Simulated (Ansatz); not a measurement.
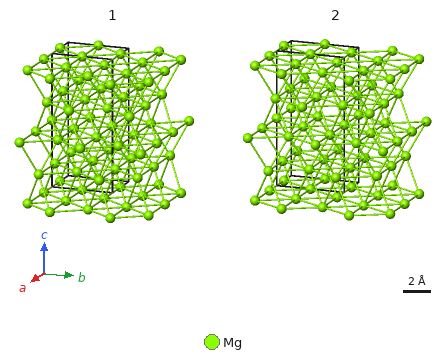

Two geometries of a crystal of Mg (a generated structure, set up in Fddd), drawn at one scale. One is the start of a relaxation, the other its converged end. The picture is a ball-and-stick view of the conventional cell (4 times the calculation's cell), repeated 3 × 2 × 1 with one cell outlined, seen slightly off an axis. Lengths and directions refer to the drawn axes.

The calculation used DFT PBE, scalar-relativistic, plane waves, PAW in Ansatz 0.2.0. Settings: plane-wave cutoff 420 eV; k-point mesh 20 × 20 × 20; occupations gaussian; smearing width 0.1 eV; no spin polarisation; cell and atoms relaxed; force threshold 0.01 eV/Å; at most 80 steps.

> Which geometry has the lower energy?

Structure 2 is the relaxed one. The atoms keep their places relative to the cell (all moves are under 0.005 Å). Cell: a 3.516 → 3.138 Å (−10.7 %), b 4.971 → 5.555 Å (+11.7 %), c 10.608 → 10.729 Å (+1.1 %). Volume +0.9 %. Among the contacts that change: Mg–Mg 3.516 → 3.138 Å, Mg–Mg 3.044 → 3.190 Å, Mg–Mg 3.058 → 3.121 Å. The space group stays Fddd (No. 70). The energy falls by 81.3 meV per atom in 6 accepted moves (8 points after the start). All forces vanish by symmetry, so only the cell relaxes. The pressure goes from 1.78 to 0.00 GPa. The SCF was repeated twice at an unchanged geometry on a basis and grid sized afresh for the cell, which shifted the energy by 0.2 meV per atom at most. Cost: 3 min on 1 thread of Intel(R) Xeon(R) 6975P-C (Granite Rapids), with other jobs on the host, peak memory 0.96 GiB.
